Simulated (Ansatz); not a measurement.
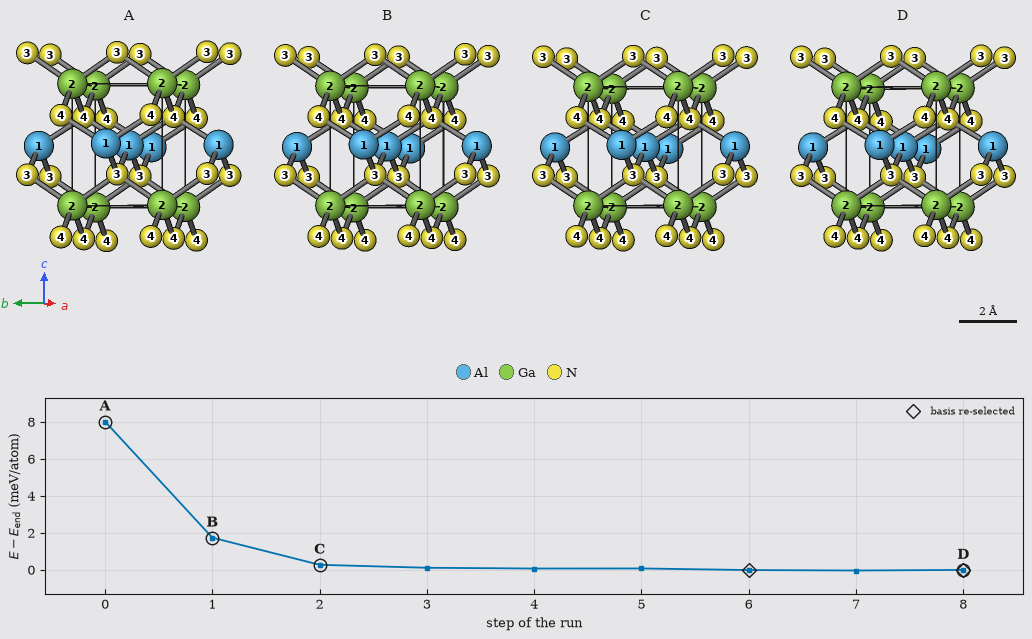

Frames of a relaxation of a crystal of AlGaN$_{2}$ (set up in Pmm2), marked on the history of the run. A ball-and-stick model of the cell of the calculation, reduced to other axes, seen from a free direction. Lengths and directions refer to the drawn axes.

Case: uniaxial strain along a of +6.0 %; b, c and atoms relaxed.

Theory: DFT LDA, scalar-relativistic, plane waves, PAW (Ansatz 0.2.0). Set-up: plane-wave cutoff 420 eV; k-point mesh 8 × 8 × 6; occupations gaussian; smearing width 0.02 eV; no spin polarisation; cell relaxed at fixed a, angles; force threshold 0.008 eV/Å; at most 40 steps.

Describe the path.

Answer. The atom that moves furthest relative to the cell is N4 (0.007 Å along −c). By element the largest moves are N 0.007 Å, Ga 0.005 Å, Al 0.005 Å. The volume changes by −0.4 %, with a 3.069 → 3.139 Å (+2.3 %), b unchanged at 3.302 Å, c 4.319 → 4.206 Å (−2.6 %). Some distances before and after: Ga2–N3 1.985 → 1.965 Å, Al1–N4 1.936 → 1.917 Å, Al1–N3 1.862 → 1.880 Å, Ga2–N4 1.917 → 1.935 Å. Bond angles that change, for instance: Al1–N3–Al1 111.0° → 113.2°, N3–Al1–N3 111.0° → 113.2°, N4–Ga2–N4 106.3° → 108.4°. The space group stays Pmm2 (No. 25). Over 6 accepted moves (8 points after the start) the energy falls by 8.0 meV per atom. The largest force component goes from 0.31 to under 0.0001 eV/Å. Pressure: −5.07 GPa at the start and −5.29 GPa at the end. At 2 points the geometry stayed and the basis and grid were re-selected for the new cell (energy shift of 0.1 meV per atom at most each time). Cost: 45 s on 1 thread of Intel(R) Xeon(R) 6975P-C (Granite Rapids), with other jobs on the host, peak memory 0.41 GiB. From step 0 to 1: energy −6.3 meV per atom. From step 1 to 2: volume −0.3 %, energy −1.5 meV per atom. From step 2 to 8: energy −0.3 meV per atom.

| step | E − E(0), meV/atom | largest force component, eV/Å | pressure, GPa | volume, Å³/atom | note |
| --- | --- | --- | --- | --- | --- |
| 0 | 0.00 | 0.3072 | -5.07 | 10.940 |  |
| 1 | -6.28 | 0.2496 | -5.45 | 10.936 |  |
| 2 | -7.74 | 0.1031 | -5.19 | 10.900 |  |
| 3 | -7.91 | 0.0300 | -5.45 | 10.909 |  |
| 4 | -7.95 | 0.0130 | -5.30 | 10.901 |  |
| 5 | -7.94 | 0.0019 | -5.33 | 10.902 |  |
| 6 | -8.03 | 0.0026 | -5.32 | 10.902 | same geometry, new basis |
| 7 | -8.05 | 0.0001 | -5.29 | 10.899 |  |
| 8 | -8.02 | 0.0001 | -5.29 | 10.899 | same geometry, new basis |
